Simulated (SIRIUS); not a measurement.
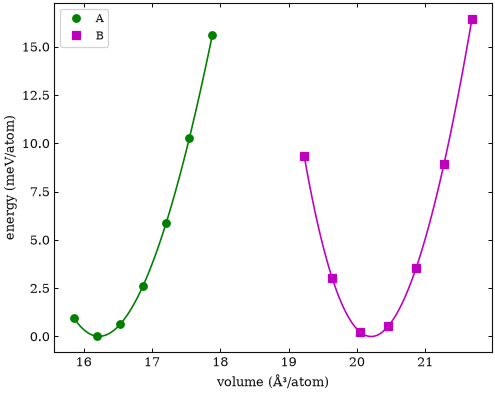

The figure compares two calculations of the energy against volume, each curve from its own zero. The first is for AgCl, space group Fm-3m (No. 225).

The cell holds 2 atoms.

Method: plane-wave DFT, no spin polarisation; energies at scaled volumes of the given cell, shape and fractions fixed, counted from the fit's minimum, third-order Birch-Murnaghan fit (SIRIUS 7.10.0). Level: PBEsol.

```
       setting                          value
        k mesh                          8×8×8
   occupations                    Fermi–Dirac
smearing width                        0.05 eV
    potentials  dojo sr pbesol 0.4.1 standard
   wave cutoff                        1127 eV
density cutoff                        4507 eV
```

In the second, Ag is replaced by Li on all its sites, which gives LiCl in the same structure. The second calculation uses wave cutoff 1029.815 eV and k mesh 9×9×9.

> Which of A and B is the second calculation, and what did the change do?

A. The equilibrium volume falls from 20.21 to 16.23 Å³/atom (−20 %) and the bulk modulus falls from 56.7 to 35.1 GPa (−38 %).

V0 and the bulk modulus come from third-order Birch–Murnaghan fits.
